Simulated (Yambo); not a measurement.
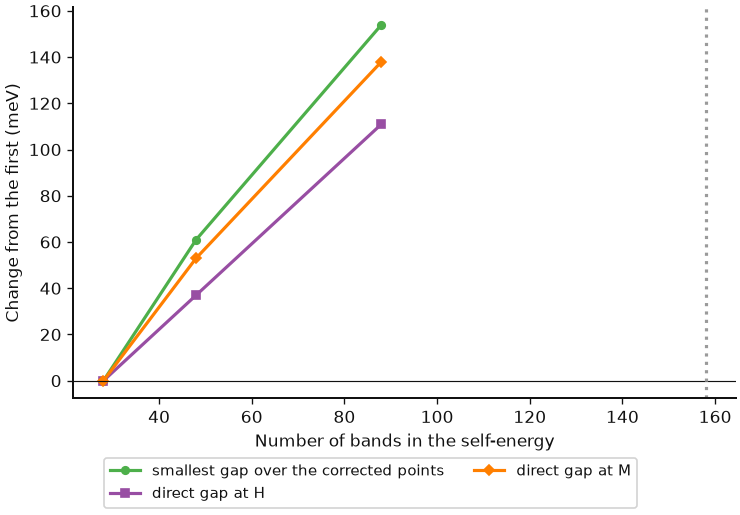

G0W0 gaps of layered hexagonal BN, space group P6_3/mmc, 4 atoms in the cell (a = 2.498 Å, c = 6.636 Å (hexagonal axes)) as the number of bands in the self-energy is raised, all else fixed. Method: LDA, PseudoDojo 0.4.1 SR LDA standard, no spin polarisation, no spin-orbit coupling, 6×6×2 k mesh, 1143 eV cutoff, fixed occupations (Yambo 5.3.0).

| number of bands in the self-energy | smallest gap over the corrected points (eV) | direct gap at H (eV) | direct gap at M (eV) |
| --- | --- | --- | --- |
| 28 | 5.575 | 6.089 | 6.089 |
| 48 | 5.636 | 6.126 | 6.142 |
| 88 | 5.729 | 6.200 | 6.227 |

### Estimate the values at 158 (dotted line), and the limit.

Lines in 1/N (N being the number of bands in the self-energy) through the last three points give 5.747 eV for the smallest gap over the corrected points, 6.210 eV for the direct gap at H and 6.242 eV for the direct gap at M. The run gives 5.796, 6.258 and 6.290 eV. The same form through the last three runs, this one included, points to 5.86, 6.31 and 6.35 eV in the limit of this setting, but the form missed the last run by 0.05 eV, so that limit is no better.

The k mesh is coarse (spacing up to 0.48 Å⁻¹), so the values aren't converged. The settings that aren't varied aren't converged either.
